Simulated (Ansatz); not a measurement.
Ti2H (6 atoms in the cell), run with Ansatz.

```
crystal:
  lattice:
    - [4.2253185686, 0.0, 0.0]
    - [0.0, 4.2253185686, 0.0]
    - [0.0, 0.0, 4.2253185686]
  atoms:
    - { symbol: Ti, position: [0.25, 0.75, 0.25] }
    - { symbol: Ti, position: [0.75, 0.25, 0.25] }
    - { symbol: Ti, position: [0.25, 0.25, 0.75] }
    - { symbol: Ti, position: [0.75, 0.75, 0.75] }
    - { symbol: H, position: [0.0, 0.0, 0.0] }
    - { symbol: H, position: [0.5, 0.5, 0.5] }
basis:
  ecutwfc: 500
kpoints:
  mp_grid: { grid: [1, 1, 1] }
hamiltonian:
  xc: r2scan
scf:
  occupations: { method: gaussian, width: 0.15 }
  max_iter: 50
output:
  forces: true
  eigenvalues: true
  stress: true
```

Launched with:
```bash
ansatz run input.yaml --threads 1 --pin off --max-ram 2560MiB --backend cpu --events-out ev --progress --plain --runs-dir out
```

> How does the iteration go?

The run converged; it took 8 iterations. The residual falls at every step. The input holds a fault (one k-point for a small cell). The SCF closed all the same, which doesn't make the results meaningful for the real system.

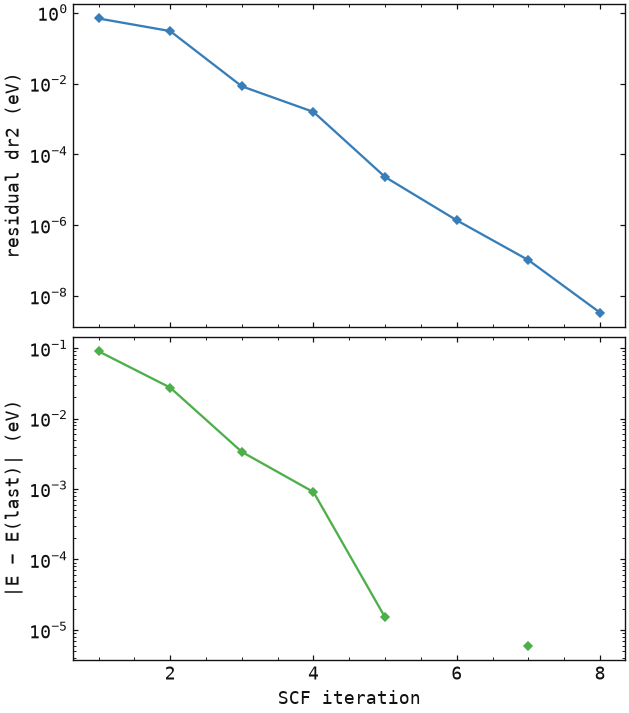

SCF iterations of a calculation: density residual dr2, distance of the Harris–Foulkes energy from its last value. Energy differences below 3 × 10⁻⁶ eV aren't drawn. The starting density is a sum of atomic densities corrected by a trained network.
